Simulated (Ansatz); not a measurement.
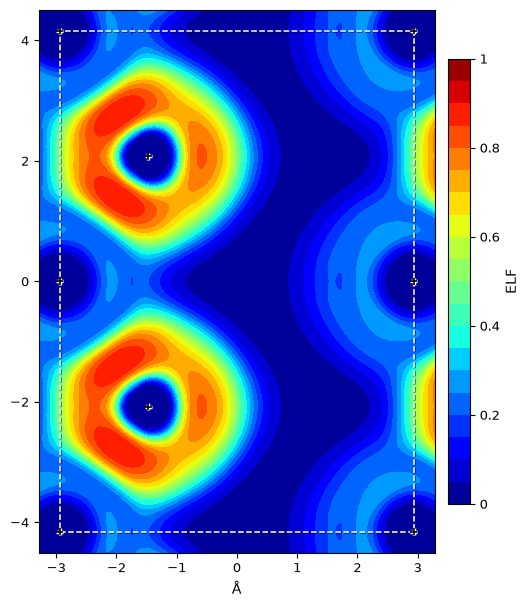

The electron localisation function on a plane through atoms (crosses mark nuclei in the plane).

These are results of DFT PBEsol, scalar-relativistic, plane waves, PAW (Ansatz 0.2.0), not measurements.

Candidates:
A. P, a = 3.32 Å, b = 10.29 Å, c = 4.07 Å, α = 90.00°, β = 90.00°, γ = 90.00°. Space group Cmce; changed on purpose from its base cell (strain +0.000 along x and y, -0.030 along z, atoms carried along); not relaxed (largest force 0.4 eV/Å); computed pressure about 3 GPa in this cell.
B. InP, a = 5.88 Å, b = 5.88 Å, c = 5.88 Å, α = 90.00°, β = 90.00°, γ = 90.00°. Space group F-43m.
C. GaSb, a = 5.86 Å, b = 5.86 Å, c = 5.86 Å, α = 90.00°, β = 90.00°, γ = 90.00°. Space group F-43m; computed pressure about 9 GPa in this cell.

Q: Which system is this?

A: Candidate B: InP on the (101) plane of the conventional cell, which holds In and P. In–P (2.55 Å): the ELF peaks at about 0.90 in the valence shell of P, 0.9 Å from its nucleus, and is about 0.55 at the midpoint.
